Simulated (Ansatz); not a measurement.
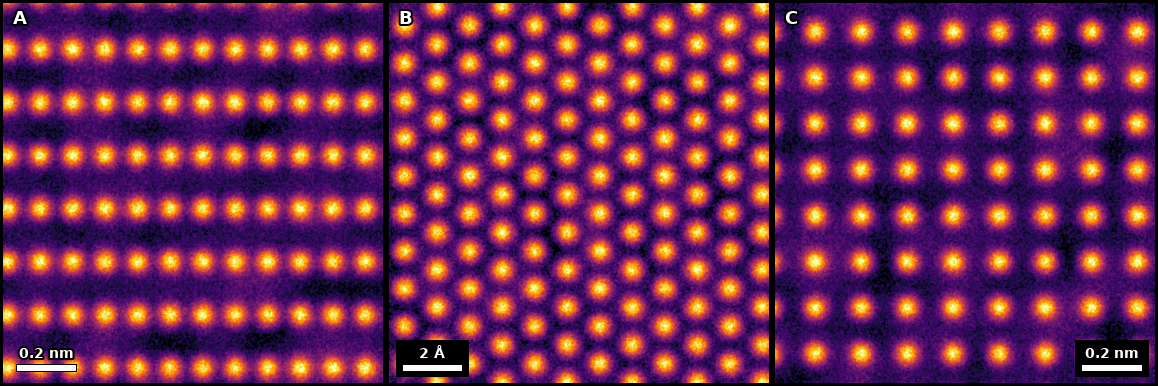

Three views of Be (Fm-3m, No. 225) along different zone axes. The image is simulated as a sum over atoms of Z^1.7, blurred by a 0.57 Å probe (no channelling). The probe carries 15 % of its weight in a tail 2.5 times as wide. The display is stretched by a gamma of 0.65; percentages refer to the linear signal. Shot noise and the speckle of an amorphous layer were added. Atomic positions: the geometry given to an electronic-structure calculation, possibly off equilibrium; the starting structure was generated, so it need not be a known form of this composition.

```cif
data_structure
_symmetry_space_group_name_H-M 'Fm-3m'
_symmetry_Int_Tables_number 225
_cell_length_a 3.1481
_cell_length_b 3.1481
_cell_length_c 3.1481
_cell_angle_alpha 90.000
_cell_angle_beta 90.000
_cell_angle_gamma 90.000
_cell_volume 31.20
loop_
_atom_site_label
_atom_site_type_symbol
_atom_site_symmetry_multiplicity
_atom_site_Wyckoff_symbol
_atom_site_fract_x
_atom_site_fract_y
_atom_site_fract_z
_atom_site_occupancy
Be1 Be 4 a 0.00000 0.00000 0.00000 1
```

Match the panels to the zone axes [001], [111] and [211].

Answer. A is [211]: projected cell 1.11 × 1.82 Å, 90°, plane group p2mm. B is [111]: projected cell 1.29 × 1.29 Å, 120°, plane group p6mm. C is [001]: projected cell 1.57 × 1.57 Å, 90°, plane group p4mm.
